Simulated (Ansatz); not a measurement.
Run report: HfO₂, geometry relaxation (part 2 of 2)

The same run, continued: HfO₂ (P4₂/mnm, 6 atoms in the cell); DFT PBE, scalar-relativistic, plane waves, PAW (Ansatz 0.2.0); cutoff 420 eV, 6×6×8 k-mesh, fixed occupations. The structure was made by a generator, so it may or may not be a known phase. The run did not end well.

Geometry of the input (Å; fractional positions):
```
4.8807  0.0000  0.0000
0.0000  4.8807  0.0000
0.0000  0.0000  3.2375
Hf 0.0000  0.0000  0.0000
Hf 0.5000  0.5000  0.5000
O  0.1948  0.8052  0.5000
O  0.3052  0.3052  0.0000
O  0.6948  0.6948  0.0000
O  0.8052  0.1948  0.5000
```

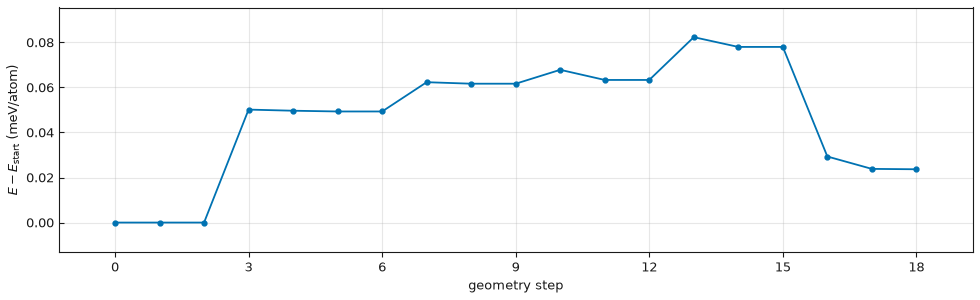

Figure 1. Progress of the relaxation, step by step (the first geometry is step 0 here and step 1 in the log). The run was cut off at its time limit before the relaxation converged, so the last structure is only a point on the way. After 18 geometry steps the energy has risen by next to nothing (0.0 meV per atom). Largest force component: 0.00091 eV/Å at the start, under 0.0001 eV/Å at the end. O3 moves most: 0.005 Å. Largest moves by element: O 0.005 Å, Hf 0.003 Å. The cell stays as it was. Among the contacts that change: Hf1–O3 2.104 → 2.109 Å. The space group (tolerance 0.01 Å) goes from P4_2/mnm (No. 136) to Cm (No. 8). (Atoms are counted from 1 in the order of the input.)

### Trajectory as extended XYZ (Å, eV, eV/Å), 19 frames, from step=1 to step=3
```
6
Lattice="4.8807 0.0000 0.0000 0.0000 4.8807 0.0000 0.0000 0.0000 3.2375" Properties=species:S:1:pos:R:3:forces:R:3 step=1 energy=-33723.20638
Hf    0.0000    0.0000    0.0000    0.0000   0.0000   0.0000
Hf    2.4404    2.4404    1.6187    0.0000   0.0000   0.0000
O     0.9509    3.9299    1.6187   -0.0009   0.0009   0.0000
O     1.4895    1.4895    0.0000    0.0009   0.0009   0.0000
O     3.3912    3.3912    0.0000   -0.0009  -0.0009   0.0000
O     3.9299    0.9509    1.6187    0.0009  -0.0009   0.0000
6
Lattice="4.8807 0.0000 0.0000 0.0000 4.8807 0.0000 0.0000 0.0000 3.2375" Properties=species:S:1:pos:R:3:forces:R:3 step=2 energy=-33723.20638
Hf    0.0000    0.0000    0.0000    0.0000   0.0000   0.0000
Hf    2.4404    2.4404    1.6187    0.0000   0.0000   0.0000
O     0.9508    3.9299    1.6187   -0.0002   0.0002   0.0000
O     1.4895    1.4895    0.0000    0.0002   0.0002   0.0000
O     3.3912    3.3912    0.0000   -0.0002  -0.0002   0.0000
O     3.9299    0.9508    1.6187    0.0002  -0.0002   0.0000
6
Lattice="4.8807 0.0000 0.0000 0.0000 4.8807 0.0000 0.0000 0.0000 3.2375" Properties=species:S:1:pos:R:3:forces:R:3 step=3 energy=-33723.20638
Hf    0.0000    0.0000    0.0000    0.0000   0.0000   0.0000
Hf    2.4404    2.4404    1.6187    0.0000   0.0000   0.0000
O     0.9508    3.9299    1.6187    0.0000   0.0000   0.0000
O     1.4895    1.4895    0.0000    0.0000   0.0000   0.0000
O     3.3912    3.3912    0.0000    0.0000   0.0000   0.0000
O     3.9299    0.9508    1.6187    0.0000   0.0000   0.0000
6
Lattice="4.8807 0.0000 0.0000 0.0000 4.8807 0.0000 0.0000 0.0000 3.2375" Properties=species:S:1:pos:R:3:forces:R:3 step=1 energy=-33723.20608
Hf    0.0000    0.0000    0.0000    0.0000   0.0000   0.0000
Hf    2.4355    2.4404    1.6187    0.0000   0.0000   0.0000
O     0.9489    3.9299    1.6187    0.0022  -0.0001   0.0000
O     1.4866    1.4895    0.0000   -0.0022  -0.0001   0.0000
O     3.3844    3.3912    0.0000    0.0022   0.0001   0.0000
O     3.9220    0.9508    1.6187   -0.0022   0.0001   0.0000
6
Lattice="4.8807 0.0000 0.0000 0.0000 4.8807 0.0000 0.0000 0.0000 3.2375" Properties=species:S:1:pos:R:3:forces:R:3 step=2 energy=-33723.20608
Hf    0.0000    0.0000    0.0000    0.0000   0.0000   0.0000
Hf    2.4355    2.4404    1.6187    0.0000   0.0000   0.0000
O     0.9493    3.9302    1.6187    0.0007   0.0007   0.0000
O     1.4862    1.4898    0.0000   -0.0007   0.0007   0.0000
O     3.3848    3.3909    0.0000    0.0007  -0.0007   0.0000
O     3.9216    0.9505    1.6187   -0.0007  -0.0007   0.0000
6
Lattice="4.8807 0.0000 0.0000 0.0000 4.8807 0.0000 0.0000 0.0000 3.2375" Properties=species:S:1:pos:R:3:forces:R:3 step=3 energy=-33723.20608
Hf    0.0000    0.0000    0.0000    0.0000   0.0000   0.0000
Hf    2.4355    2.4404    1.6187    0.0000   0.0000   0.0000
O     0.9500    3.9309    1.6187    0.0000   0.0001   0.0000
O     1.4855    1.4905    0.0000    0.0000   0.0001   0.0000
O     3.3855    3.3902    0.0000    0.0000  -0.0001   0.0000
O     3.9209    0.9498    1.6187    0.0000  -0.0001   0.0000
6
Lattice="4.8807 0.0000 0.0000 0.0000 4.8807 0.0000 0.0000 0.0000 3.2375" Properties=species:S:1:pos:R:3:forces:R:3 step=4 energy=-33723.20608
Hf    0.0000    0.0000    0.0000    0.0000   0.0000   0.0000
Hf    2.4355    2.4404    1.6187    0.0000   0.0000   0.0000
O     0.9500    3.9309    1.6187    0.0000   0.0000   0.0000
O     1.4855    1.4905    0.0000    0.0000   0.0000   0.0000
O     3.3855    3.3902    0.0000    0.0000   0.0000   0.0000
O     3.9209    0.9498    1.6187    0.0000   0.0000   0.0000
6
Lattice="4.8807 0.0000 0.0000 0.0000 4.8807 0.0000 0.0000 0.0000 3.2375" Properties=species:S:1:pos:R:3:forces:R:3 step=1 energy=-33723.20601
Hf    0.0000    0.0000    0.0000    0.0000   0.0000   0.0000
Hf    2.4452    2.4404    1.6187    0.0000   0.0000   0.0000
O     0.9527    3.9299    1.6187   -0.0023   0.0003   0.0000
O     1.4925    1.4895    0.0000    0.0023   0.0003   0.0000
O     3.3979    3.3912    0.0000   -0.0023  -0.0003   0.0000
O     3.9378    0.9508    1.6187    0.0023  -0.0003   0.0000
6
Lattice="4.8807 0.0000 0.0000 0.0000 4.8807 0.0000 0.0000 0.0000 3.2375" Properties=species:S:1:pos:R:3:forces:R:3 step=2 energy=-33723.20601
Hf    0.0000    0.0000    0.0000    0.0000   0.0000   0.0000
Hf    2.4452    2.4404    1.6187    0.0000   0.0000   0.0000
O     0.9516    3.9289    1.6187    0.0001   0.0001   0.0000
O     1.4936    1.4886    0.0000   -0.0001   0.0001   0.0000
O     3.3969    3.3921    0.0000    0.0001  -0.0001   0.0000
O     3.9388    0.9518    1.6187   -0.0001  -0.0001   0.0000
6
Lattice="4.8807 0.0000 0.0000 0.0000 4.8807 0.0000 0.0000 0.0000 3.2375" Properties=species:S:1:pos:R:3:forces:R:3 step=3 energy=-33723.20601
Hf    0.0000    0.0000    0.0000    0.0000   0.0000   0.0000
Hf    2.4452    2.4404    1.6187    0.0000   0.0000   0.0000
O     0.9517    3.9290    1.6187    0.0000   0.0000   0.0000
O     1.4936    1.4886    0.0000    0.0000   0.0000   0.0000
O     3.3969    3.3921    0.0000    0.0000   0.0000   0.0000
O     3.9388    0.9517    1.6187    0.0000   0.0000   0.0000
6
Lattice="4.8807 0.0000 0.0000 0.0000 4.8807 0.0000 0.0000 0.0000 3.2375" Properties=species:S:1:pos:R:3:forces:R:3 step=1 energy=-33723.20597
Hf    0.0000    0.0000    0.0000    0.0000   0.0000   0.0000
Hf    2.4404    2.4404    1.6155    0.0000   0.0000   0.0000
O     0.9508    3.9299    1.6155    0.0120  -0.0120   0.0000
O     1.4895    1.4895    0.0000   -0.0120  -0.0120   0.0000
O     3.3912    3.3912    0.0000    0.0120   0.0120   0.0000
O     3.9299    0.9508    1.6155   -0.0120   0.0120   0.0000
6
Lattice="4.8807 0.0000 0.0000 0.0000 4.8807 0.0000 0.0000 0.0000 3.2375" Properties=species:S:1:pos:R:3:forces:R:3 step=2 energy=-33723.20600
Hf    0.0000    0.0000    0.0000    0.0000   0.0000   0.0000
Hf    2.4404    2.4404    1.6155    0.0000   0.0000   0.0000
O     0.9514    3.9293    1.6155   -0.0001   0.0001   0.0000
O     1.4890    1.4890    0.0000    0.0001   0.0001   0.0000
O     3.3917    3.3917    0.0000   -0.0001  -0.0001   0.0000
O     3.9293    0.9514    1.6155    0.0001  -0.0001   0.0000
6
Lattice="4.8807 0.0000 0.0000 0.0000 4.8807 0.0000 0.0000 0.0000 3.2375" Properties=species:S:1:pos:R:3:forces:R:3 step=3 energy=-33723.20600
Hf    0.0000    0.0000    0.0000    0.0000   0.0000   0.0000
Hf    2.4404    2.4404    1.6155    0.0000   0.0000   0.0000
O     0.9514    3.9293    1.6155    0.0000   0.0000   0.0000
O     1.4890    1.4890    0.0000    0.0000   0.0000   0.0000
O     3.3917    3.3917    0.0000    0.0000   0.0000   0.0000
O     3.9293    0.9514    1.6155    0.0000   0.0000   0.0000
6
Lattice="4.8807 0.0000 0.0000 0.0000 4.8807 0.0000 0.0000 0.0000 3.2375" Properties=species:S:1:pos:R:3:forces:R:3 step=1 energy=-33723.20589
Hf    0.0000    0.0000    0.0000    0.0000   0.0000   0.0000
Hf    2.4404    2.4404    1.6220    0.0000   0.0000   0.0000
O     0.9508    3.9299    1.6220   -0.0116   0.0116   0.0000
O     1.4895    1.4895    0.0000    0.0116   0.0116   0.0000
O     3.3912    3.3912    0.0000   -0.0116  -0.0116   0.0000
O     3.9299    0.9508    1.6220    0.0116  -0.0116   0.0000
6
Lattice="4.8807 0.0000 0.0000 0.0000 4.8807 0.0000 0.0000 0.0000 3.2375" Properties=species:S:1:pos:R:3:forces:R:3 step=2 energy=-33723.20591
Hf    0.0000    0.0000    0.0000    0.0000   0.0000   0.0000
Hf    2.4404    2.4404    1.6220    0.0000   0.0000   0.0000
O     0.9503    3.9304    1.6220   -0.0001   0.0001   0.0000
O     1.4901    1.4901    0.0000    0.0001   0.0001   0.0000
O     3.3906    3.3906    0.0000   -0.0001  -0.0001   0.0000
O     3.9304    0.9503    1.6220    0.0001  -0.0001   0.0000
6
Lattice="4.8807 0.0000 0.0000 0.0000 4.8807 0.0000 0.0000 0.0000 3.2375" Properties=species:S:1:pos:R:3:forces:R:3 step=3 energy=-33723.20591
Hf    0.0000    0.0000    0.0000    0.0000   0.0000   0.0000
Hf    2.4404    2.4404    1.6220    0.0000   0.0000   0.0000
O     0.9503    3.9304    1.6220    0.0000   0.0000   0.0000
O     1.4901    1.4901    0.0000    0.0000   0.0000   0.0000
O     3.3906    3.3906    0.0000    0.0000   0.0000   0.0000
O     3.9304    0.9503    1.6220    0.0000   0.0000   0.0000
6
Lattice="4.8807 0.0000 0.0000 0.0000 4.8807 0.0000 0.0000 0.0000 3.2375" Properties=species:S:1:pos:R:3:forces:R:3 step=1 energy=-33723.20620
Hf    0.0000    0.0000    0.0000    0.0000   0.0000   0.0000
Hf    2.4404    2.4387    1.6163    0.0000   0.0000   0.0000
O     0.9508    3.9283    1.6148    0.0001  -0.0001  -0.0145
O     1.4895    1.4895   -0.0015   -0.0001  -0.0001  -0.0145
O     3.3912    3.3912   -0.0034    0.0001   0.0001   0.0145
O     3.9299    0.9492    1.6178   -0.0001   0.0001   0.0145
6
Lattice="4.8807 0.0000 0.0000 0.0000 4.8807 0.0000 0.0000 0.0000 3.2375" Properties=species:S:1:pos:R:3:forces:R:3 step=2 energy=-33723.20624
Hf    0.0000    0.0000    0.0000    0.0000   0.0000   0.0000
Hf    2.4404    2.4387    1.6163    0.0000   0.0000   0.0000
O     0.9508    3.9283    1.6138    0.0000   0.0000  -0.0023
O     1.4895    1.4895   -0.0025    0.0000   0.0000  -0.0023
O     3.3912    3.3912   -0.0024    0.0000   0.0000   0.0023
O     3.9299    0.9492    1.6188    0.0000   0.0000   0.0023
6
Lattice="4.8807 0.0000 0.0000 0.0000 4.8807 0.0000 0.0000 0.0000 3.2375" Properties=species:S:1:pos:R:3:forces:R:3 step=3 energy=-33723.20624
Hf    0.0000    0.0000    0.0000    0.0000   0.0000   0.0000
Hf    2.4404    2.4387    1.6163    0.0000   0.0000   0.0000
O     0.9508    3.9283    1.6137    0.0000   0.0000   0.0000
O     1.4895    1.4895   -0.0026    0.0000   0.0000   0.0000
O     3.3912    3.3912   -0.0022    0.0000   0.0000   0.0000
O     3.9299    0.9492    1.6190    0.0000   0.0000   0.0000
```

### What the run reported

```csv
quantity,value
outcome,stopped at the time limit
space group (tolerance 0.01 Å),P4₂/mnm (136) → Cm (8)
final cell,"a = 4.881 Å, b = 4.881 Å, c = 3.237 Å, α = 90.00°, β = 90.00°, γ = 90.00°"
wall time,9.2 min
peak memory,0.61 GiB
```

The run was cut off by its time limit, so the output is incomplete.
